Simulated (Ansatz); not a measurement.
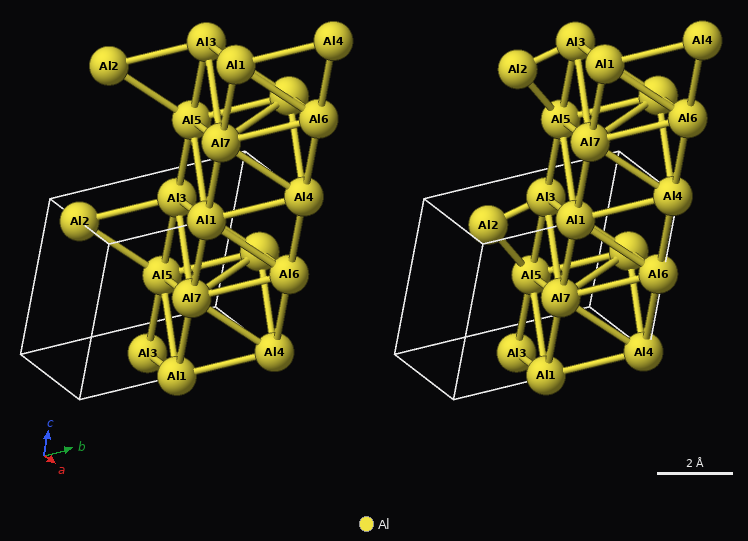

Two geometries of crystalline Al (set up in P1), drawn at one scale. One is the start of a relaxation, the other its converged end. The picture is a ball-and-stick view of the cell of the calculation, reduced to other axes, repeated 1 × 1 × 2 with one cell outlined, seen slightly off an axis. Lengths and directions refer to the drawn axes.

These are results of Ansatz 0.2.0, DFT LDA, scalar-relativistic, plane waves, PAW, not measurements. Settings: plane-wave cutoff 420 eV; k-point mesh 8 × 8 × 8; occupations gaussian; smearing width 0.15 eV; no spin polarisation; atoms relaxed in a fixed cell; force threshold 0.01 eV/Å; at most 80 steps.

> Which geometry has the lower energy?

The left one is the relaxed one. After 6 accepted moves (7 points after the start) the energy has fallen by 6.689 eV per cell of the calculation. The largest force component goes from 15 to 0.0045 eV/Å. 1 step only repeated the SCF at the same geometry. The largest move is that of an Al atom, 1.05 Å along [−1 −3 1]. The cell doesn't change. Some distances before and after: Al–Al 3.965 → 2.819 Å, Al–Al 1.740 → 2.815 Å, Al–Al 3.752 → 2.817 Å, Al–Al 3.643 → 2.817 Å. Bond angles that change, for instance: Al–Al–Al 161.6° → 120.1°, Al–Al–Al 128.0° → 90.0°, Al–Al–Al 157.8° → 120.1°. The space group (tolerance 0.01 Å) goes from P1 (No. 1) to Fm-3m (No. 225).
